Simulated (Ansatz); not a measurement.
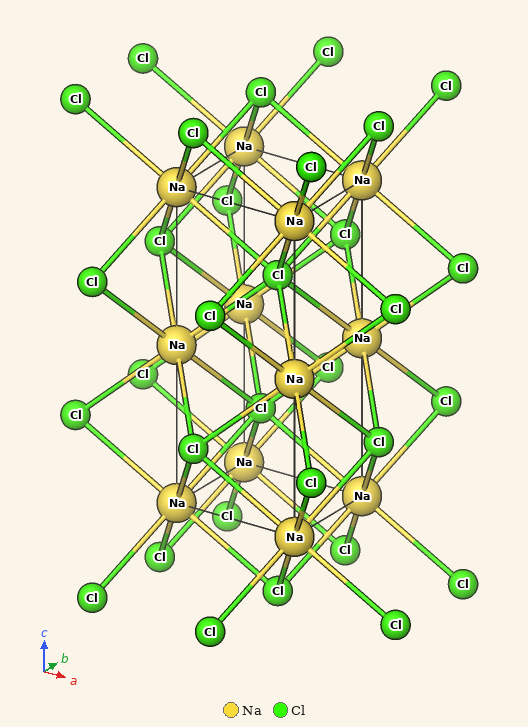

Crystal structure, ball-and-stick style, seen slightly off an axis. The frame is the conventional unit cell; atoms at its boundary are shown with their periodic copies. Atoms of adjacent cells appear where they bond to atoms in the box. Cell: a = 3.95 Å, b = 3.95 Å, c = 6.84 Å, α = 90.00°, β = 90.00°, γ = 120.00°.

The initial geometry was a random cell made by a generator, so it need not be a real form of the compound. Earlier steps of the study may have refined or changed the cell and positions. It went into a calculation with Ansatz.

Q: Describe the arrangement of the atoms.

A: Formula: NaCl. The lattice is primitive hexagonal and the space group P6_3/mmc (No. 194). In terms of structure types, this is nickel arsenide (NiAs) type. Content of the cell: 2 Na, 2 Cl (Z = 2). About every Na there are six Cl in an octahedral arrangement at about 2.9 Å. Around each Cl lie six Na in a distorted trigonal prismatic arrangement at about 2.9 Å. The bonds build a three-dimensional framework.

Results below were computed with DFT PBE, scalar-relativistic, plane waves, PAW in Ansatz 0.2.0; the settings were 420 eV cutoff, k-points about 0.23 Å⁻¹ apart, Gaussian smearing of 0.02 eV, no spin polarisation.

Q: Predict the gap.

A: An insulator at this level, with a gap of 4.89 eV, direct.

Q: How charged are the atoms, by the Bader scheme?

A: Na +0.87 e; Cl -0.87 e.

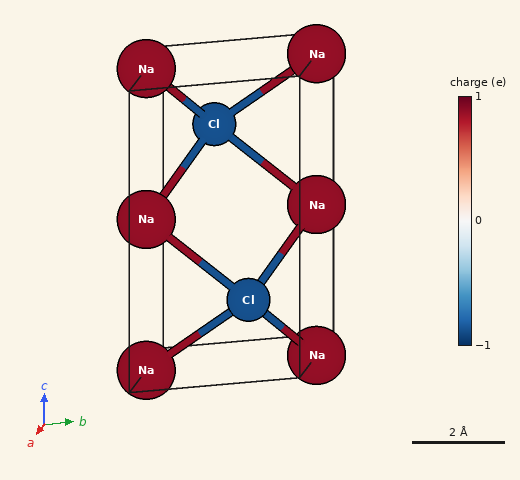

The atoms coloured by those charges. The run's cell of 4 atoms is drawn in a reduced setting, so axes and origin can differ from the first picture.

Q: Is the structure relaxed at this level of theory?

A: Yes. All forces vanish to within 0.01 eV/Å. The pressure is 0.0 GPa, close to zero.
